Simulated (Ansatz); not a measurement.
# H-terminated Sn(111) slab, 1 bilayer: phonons and vibrational spectra, part 3 of 3

Task: relax H-terminated Sn(111) slab, 1 bilayer, then find its harmonic phonons.

Ansatz 0.2.0; DFT LDA, scalar-relativistic, plane waves, PAW; PAW set soft_1.

So far. Step 3 (Tight relaxation): The largest force component left is 0.40 meV/Å, within the tolerances set. Step 4 (Linear response at the zone centre): Before it was imposed, the acoustic sum rule was missed by 1.7e-4 eV/Å² and the charge sum rule by 0.0028 e. Small misses are needed for a sound result but don't prove that mesh and cutoff are converged. The lowest optical mode is real, 142 cm⁻¹.

## (5) Response at finite wavevector

Stability and thermal properties need the whole zone. Linear response on a 3×3×1 q mesh gives force constants as far as a supercell of that size would, and the tensors from the zone-centre run are typed in so that the long-range dipole term is interpolated apart.

input.yaml reads:

```yaml
crystal:
  lattice:
    - [4.5798410765, 0.0, 0.0]
    - [-2.2899205382, 3.9662587175, 0.0]
    - [0.0, 0.0, 32.593500429]
  atoms:
    - { symbol: H, position: [0.0, 0.0, 0.2014981378] }
    - { symbol: H, position: [0.3333333333, 0.6666666667, 0.3322509156] }
    - { symbol: Sn, position: [0.0, 0.0, 0.2542748529] }
    - { symbol: Sn, position: [0.3333333333, 0.6666666667, 0.2794742005] }
  periodic: [true, true, false]
kpoints:
  mp_grid: { grid: [6, 6, 1] }
hamiltonian:
  xc: lda
  pseudopotentials: { kind: paw, azcp: { folder: soft_1 }, xc_functional: pbe }
scf:
  occupations: { method: fixed }
output:
  eigenvalues: true
phonons:
  method: dfpt
  qmesh: [3, 3, 1]
  temperatures: { t_max: 1000, t_step: 50 }
  qpath:
    path:
      - [0.0, 0.0, 0.0]
      - [0.5, 0.0, 0.0]
      - [0.33333333, 0.33333333, 0.0]
      - [0.0, 0.0, 0.0]
    npoints: 10
  isolated: true
  non_analytic_term:
    high_frequency_dielectric_tensor: [[3.2914, 0.0, 0.0], [0.0, 3.2914, 0.0], [0.0, 0.0, 1.1254]]
    born_effective_charges:
      - { species: H, tensor: [[-0.5964, 0.0, 0.0], [0.0, -0.5964, 0.0], [0.0, 0.0, -0.1666]] }
      - { species: H, tensor: [[-0.5964, 0.0, 0.0], [0.0, -0.5964, 0.0], [0.0, 0.0, -0.1666]] }
      - { species: Sn, tensor: [[0.5964, 0.0, 0.0], [0.0, 0.5964, 0.0], [0.0, 0.0, 0.1666]] }
      - { species: Sn, tensor: [[0.5964, 0.0, 0.0], [0.0, 0.5964, 0.0], [0.0, 0.0, 0.1666]] }
    source: "zone-centre run at this cell"
```

Command:

```
$ ansatz run input.yaml --threads 4 --pin off --max-ram 16384MiB --backend cpu --events-out ev --progress --plain --runs-dir out
```

Numbers of over 12 decimals in the logs are rounded to 6 here.

Log:

```text
Warning: phonons: the dynamical matrix that this run interpolates holds no multipole term above the dipole-dipole one, and a site of this crystal is no centre of inversion, so its interpolated transverse optical and acoustic branches and sound speeds can stay off near Gamma, and the density of states and the thermodynamics with them. What a run solves at a wave vector of phonons.qpoints, Gamma apart, where the deck admits one, is free of this, and under fd what a larger phonons.supercell samples
[...]
Crystal: 4 atoms, lattice volume = 592.056 Å³
Basis set: ecut = 420 eV, 11623 PW (Γ), exchange–correlation on 64×64×450 points (8 copies of the dense FFT grid, shifted against one another)
Bands: 19, of which v1, the nominal top of the filled ones, is band 15 counted from 1 (14 counted from 0)
Symmetry: 12 space group operations
k-points: 7 of 36 (irreducible under 6 space group operations, time reversal used)
[...]
SCF iter   1: F=—  HF=-11789.915666 eV  |F-HF|=—  |Δ(HF+E_count)|=         —  Δρ=1.61e-2  dr2=1.58e0  ethr=3.10e-3  ⟨swp⟩=6.4  Hψ=666  notcnv=0  defer=9
[...]
SCF iter  10: F=-11789.321146 eV  HF=-11789.321146 eV  |F-HF|=2.73e-11  |Δ(HF+E_count)|=  2.18e-11  Δρ=1.59e-8  dr2=1.61e-12  ethr=1.00e-12  ⟨swp⟩=20.1  Hψ=1163  notcnv=0
SCF 1 converged in 10 iterations: F = -11789.321146 eV  dr2 = 1.61e-12
[...]
NSCF: frozen V_eff on 7 k-points
[...]
DFPT response loops at q = (0, 0, 0) (fractional): preconditioner auto → none (the input reference at scf.mixing.eps_inf says where Resta's filter doesn't serve); β = 0.50; Broyden in place of MSR1
[...]
SCF converged after 10 iterations
Free energy (F): -11789.321146 eV
[...]
Internal energy: -11789.321146 eV  (E = F + TS)
E sigma→0 (E₀):  -11789.321146 eV
Fermi energy:    -5.040116 eV
[...]
--- Band table (eV; the first three rows and the last of 7) ---
  k-point 0: bands = [... 11 lower, -10.4645, -7.1876, -5.0401, -5.0401, -4.4064, -1.5344, -1.5344, -1.4874]
  k-point 1: bands = [... 11 lower, -10.5454, -7.2377, -6.7978, -5.4898, -3.1180, -1.4955 (-1.4954°), -1.3401, -0.7564]
  k-point 2: bands = [... 11 lower, -11.0964, -7.9732, -7.3659, -6.1171, -3.3231, -1.4049, -0.9729, 0.2784]
  k-point 6: bands = [... 11 lower, -12.4450, -7.7473, -7.7127, -7.7127, -1.2366, -1.1524, -1.1524, 0.5653]
  ° read free of the cell's end (the report's vacuum.weakly_bound_levels)
--- Phonons (Γ-DFPT): 8 representative perturbations + reference (Σ response iterations 33) ---
  ASR residual: 3.221e-5 → 0.000e0 eV/Å²; symmetrization residual: 5.033e-6 eV/Å²
[...]
ASR residual per site (eV/Å²): 3.82e-6 3.14e-6 3.22e-5 3.17e-5
[...]
--- Phonons (arbitrary-q DFPT): 3 irreducible q on the 3×3×1 mesh ---
  q = [0.0000, 0.0000, 0.0000] (star 1, of the zone-centre solve; hermiticity 6.20e-7, symmetrization 4.73e-11, taken by the last average 1.52e-7): 0.00 0.00 0.00 142.48 201.60 201.60 351.00 351.00 537.50 537.50 1833.25 1855.60
  q = [0.0000, 0.3333, 0.0000] (star 6, 12 solved perturbations on 21 of 36 k-point pairs; hermiticity 1.74e-7, symmetrization 8.56e-11, taken by the last average 1.82e-7): 16.59 33.21 63.47 137.86 185.35 194.79 341.11 433.49 524.45 544.17 1830.06 1839.58
  q = [0.3333, 0.3333, 0.0000] (star 2, 8 solved perturbations in 124 linear systems a pass and spin channel, the states on 21 of 36 k-point pairs; hermiticity 3.99e-7, symmetrization 1.60e-8, taken by the last average 1.62e-7): 38.49 38.49 60.64 153.80 153.80 195.95 332.67 481.57 481.57 553.86 1832.17 1832.17
  sum rule: each row above includes the acoustic sum rule's correction from the zone centre's row sums; it moved no ω² by more than (1.01 cm⁻¹)²
  mesh force constants: q→R imaginary residual 0.00e0; ASR residual 3.221e-5 → 0.000e0 eV/Å²; symmetrization residual 1.066e-14 eV/Å²
  interpolated dispersion: 31 rows × 12 modes
  density of states and harmonic sums: on the 18×18×1 q-mesh, interpolated from the force constants of a 3×3×1 supercell (with the dipole–dipole term of supplied tensors)
  largest difference from the sums on the solved wave vectors: F 1.09e-1 eV, S 1.37e-4 and C_V 2.79e-5 eV/K
  zero-point energy: 0.380651 eV/cell   skipped modes (ω ≤ 0): 3   left out of the sums: 7.72e-4 of the cell's modes: C_V's classical limit lies that fraction below 3 k_B per atom; for a crystal, a wire or a layer, F and S can be off by more, and a phonons.interpolated_qmesh denser along its periods is the remedy for the sampling
```

Elapsed: 2.4 min, on 4 threads of Arm Neoverse V2, shared host; peak memory 1.3 GiB.

Numbers from this step:

| Item | Value |
| --- | --- |
| sum-rule residual before enforcement | 3.22e-5 eV/Å² |
| lowest frequency on the path | 0 cm⁻¹ |
| highest frequency on the path or at a solved wavevector | 1856 cm⁻¹ |
| mean frequency | 512 cm⁻¹ |
| lowest mode on the q mesh (acoustic modes at Γ apart) | 16.59 cm⁻¹ |
| zero-point energy per atom | 95.16 meV |
| heat capacity at 300 K | 17.75 J/(mol atoms K) |
| vibrational entropy at 300 K | 28.96 J/(mol atoms K) |
| edges of the widest gap between branches, on path and mesh | 553.9, 1830 cm⁻¹ |

Frequencies (cm⁻¹) solved at each irreducible wavevector; negative means imaginary. Frequencies by wavevector, by row:

| q in reciprocal lattice units | star | mode 1 | mode 2 | mode 3 | mode 4 | mode 10 | mode 11 | mode 12 |
| --- | --- | --- | --- | --- | --- | --- | --- | --- |
| 0 0 0 | 1 | 0 | 0 | 0 | 142.5 | 537.5 | 1833 | 1856 |
| 0 0.3333 0 | 6 | 16.6 | 33.2 | 63.5 | 137.9 | 544.2 | 1830 | 1840 |
| 0.3333 0.3333 0 | 2 | 38.5 | 38.5 | 60.6 | 153.8 | 553.9 | 1832 | 1832 |

Interpolated from a 3×3×1 q mesh, with the LO-TO term (at Γ the limit along the path; where Γ stands inside the path, tables give the limit on arrival). Phonon branches along the path, in cm⁻¹:

| point | branch 1 | branch 2 | branch 3 | branch 4 | branch 9 | branch 10 | branch 11 | branch 12 |
| --- | --- | --- | --- | --- | --- | --- | --- | --- |
| Γ | 0 | 0 | 0 | 142 | 538 | 538 | 1833 | 1856 |
| M | 26 | 27 | 52 | 157 | 515 | 549 | 1830 | 1835 |
| K | 38 | 38 | 61 | 154 | 482 | 554 | 1832 | 1832 |
| Γ | 0 | 0 | 0 | 142 | 538 | 538 | 1833 | 1856 |

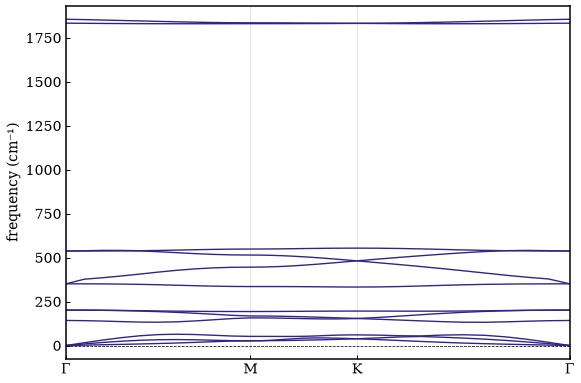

Phonon branches along the path.

The phonon density of states has structure finer than the step of the table below, so its rows give means over 100 cm⁻¹, whole bins alone (the curve runs from 10 to 1850 cm⁻¹). Peaks (cm⁻¹: height): 30.0: 0.0562, 190.0: 0.0690, 330.0: 0.0253, 450.0: 0.0201, 550.0: 0.0474, 1830.0: 0.0807.

Tetrahedra on a 18×18×1 mesh, mean over bins of 20 cm-1. Interpolated from a 3×3×1 q mesh. Phonon density of states against wavenumber; means over each step:

| wavenumber (cm⁻¹) | phonon density of states (1/cm⁻¹/cell) |
| --- | --- |
| 100 | 0.0154 |
| 200 | 0.0224 |
| 300 | 0.00754 |
| 400 | 0.00942 |
| 500 | 0.0183 |
| 600 | 0.00474 |
| 700 | 0 |
| 800 | 0 |
| 900 | 0 |
| 1000 | 0 |
| 1100 | 0 |
| 1200 | 0 |
| 1300 | 0 |
| 1400 | 0 |
| 1500 | 0 |
| 1600 | 0 |
| 1700 | 0 |
| 1800 | 0.0181 |

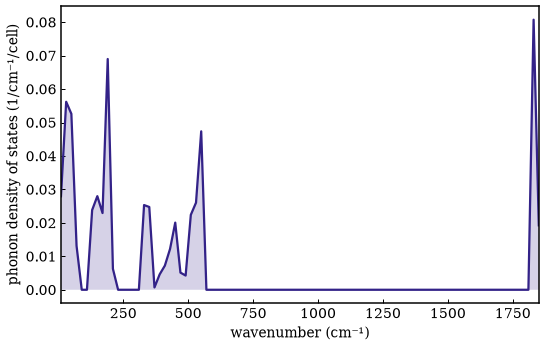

Phonon density of states against wavenumber.

The partial phonon density of states has structure finer than the step of the table below, so its rows give means over 100 cm⁻¹, whole bins alone (the curve runs from -10 to 1921 cm⁻¹). Peaks (cm⁻¹: height): H 342.2: 0.0264, 451.6: 0.0144, 536.6: 0.0367, 1836.2: 0.0521; Sn 38.6: 0.0490, 196.5: 0.0436.

Phonopy on the run's constants, 15x15x1 mesh, Gaussian sigma 13.8 cm-1. Interpolated from a 3×3×1 q mesh. Partial phonon density of states against wavenumber; means over each step; values in 1/cm⁻¹/cell:

| wavenumber (cm⁻¹) | H | Sn |
| --- | --- | --- |
| 100 | 2.4e-4 | 0.0162 |
| 200 | 1.4e-4 | 0.0224 |
| 300 | 0.00716 | 4.4e-5 |
| 400 | 0.00930 | 1.9e-4 |
| 500 | 0.0186 | 2.8e-4 |
| 600 | 0.00443 | 3.6e-5 |
| 700 | 0 | 0 |
| 800 | 0 | 0 |
| 900 | 0 | 0 |
| 1000 | 0 | 0 |
| 1100 | 0 | 0 |
| 1200 | 0 | 0 |
| 1300 | 0 | 0 |
| 1400 | 0 | 0 |
| 1500 | 0 | 0 |
| 1600 | 0 | 0 |
| 1700 | 0 | 0 |
| 1800 | 0.0162 | 1.3e-4 |

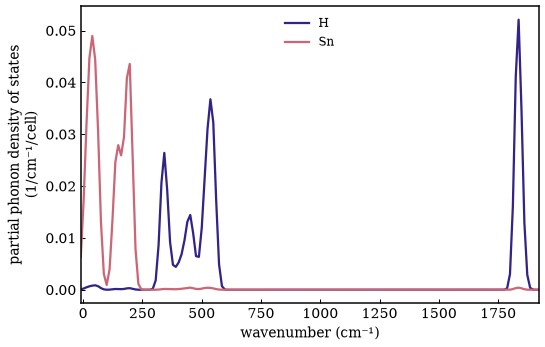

Partial phonon density of states against wavenumber.

Harmonic thermodynamic functions per atom, from the density of states. Interpolated from a 3×3×1 q mesh. Thermodynamic functions, by row:

| T (K) | F_vib (meV/atom) | S (J/mol-atom/K) | C_V (J/mol-atom/K) |
| --- | --- | --- | --- |
| 0 | 95.16 | 0 | 0 |
| 100 | 87.89 | 13.31 | 10.52 |
| 200 | 69.23 | 22.23 | 15.3 |
| 300 | 42.55 | 28.96 | 17.75 |
| 400 | 9.7 | 34.26 | 19.11 |
| 500 | -28.15 | 38.64 | 20.09 |
| 600 | -70.18 | 42.37 | 20.87 |
| 700 | -115.8 | 45.64 | 21.52 |
| 800 | -164.7 | 48.55 | 22.04 |
| 900 | -216.4 | 51.17 | 22.47 |
| 1000 | -270.6 | 53.56 | 22.82 |

Symmetry leaves 3 wavevectors to solve. The lowest mode among them, the acoustic zeros apart, lies at q = (0, 0.333, 0) and is real, 16.6 cm⁻¹.

## (6) What came out

* space group after relaxation (within 0.01 Å): P-3m1
* area per atom: 4.54 Å²
* gap on the k-mesh: 0.634 eV
* highest optical mode at the zone centre (no LO-TO term): 1856 cm⁻¹
* lowest optical zone-centre mode: 142 cm⁻¹
* largest Born charge (third of the trace): -0.453 e
* lowest mode on the q mesh (acoustic modes at Γ apart): 16.6 cm⁻¹
* highest frequency on the path or at a solved wavevector: 1856 cm⁻¹
* zero-point energy per atom: 95.2 meV
* heat capacity at 300 K: 17.7 J/(mol atoms K)
* vibrational entropy at 300 K: 29.0 J/(mol atoms K)
* imaginary modes on the 3×3×1 q mesh: none

The structure is a minimum as far as tested: no mode is imaginary at the 3 irreducible wavevectors of the 3×3×1 mesh, and the softest away from the acoustic zeros lies at 17 cm⁻¹. Without the field, the optical modes at Γ span 142 to 1856 cm⁻¹. The highest mode in this list at Γ, 1855.6 cm⁻¹, is mostly motion of H (99 % of the kinetic energy). The strongest infrared line is at 351 cm⁻¹. On the path and the mesh, the widest gap between branches runs from 554 to 1830 cm⁻¹. In a sheet or slab the interpolated bending branch near Γ is rough, since the rotational sum rule isn't imposed. Dielectric tensors refer to the cell with its vacuum. Spin-orbit coupling is left out, which can matter for the heavy elements here. The PAW files were made for PBE and serve the other functionals too. The starting cell was built on a prototype and not taken from a measurement. These are harmonic frequencies at zero temperature: anharmonic shifts, linewidths and thermal expansion are left out.

[Logs are printed without paths, hosts, clocks, repeated set-up lines and the standing remarks that a program may print on its own settings, such as how far it seeks lower states.]

[Hosts, paths, dates, database ids (printed as entryN), source tags and the programs' standing remarks are cut or masked in the printed files.]
